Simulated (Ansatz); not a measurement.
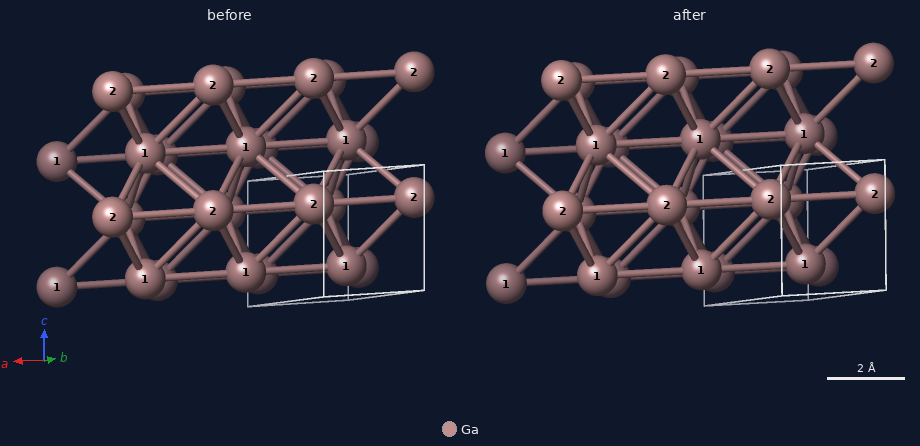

Left: crystalline Ga (set up in C2/c). Right: the same structure after one change, at the same scale. The picture is a ball-and-stick view of the conventional cell (2 times the calculation's cell), repeated 3 × 1 × 2 with one cell outlined, seen from a free direction. Lengths and directions refer to the drawn axes.

All numbers below come from Ansatz 0.2.0, DFT PBEsol, scalar-relativistic, plane waves, PAW. (plane-wave cutoff 420 eV; k-point mesh 16 × 16 × 12; occupations gaussian; smearing width 0.1 eV; no spin polarisation)

> Which change leads from the left to the right?

The volume is changed by +10.0 %. The cell's shape and the atoms are relaxed at that volume.

> What does the change do?

The energy rises by 28.0 meV per atom. Pressure: 0.0 GPa before, −4.5 GPa after. It is metallic before and after. Cell: a 2.741 → 2.834 Å (+3.4 %), b 7.926 → 8.106 Å (+2.3 %), c 3.307 → 3.436 Å (+3.9 %), β 94.1° → 93.0°. Volume +10.0 %. The largest moves relative to the cell, 0.005 Å, are those of Ga1 and Ga2. Ga1 goes along +b. Near-neighbour distances before and after: Ga–Ga 2.772 → 2.866 Å, Ga–Ga 2.741 → 2.834 Å, Ga–Ga 2.689 → 2.775 Å, Ga–Ga 2.886 → 2.954 Å. The space group stays C2/c (No. 15).
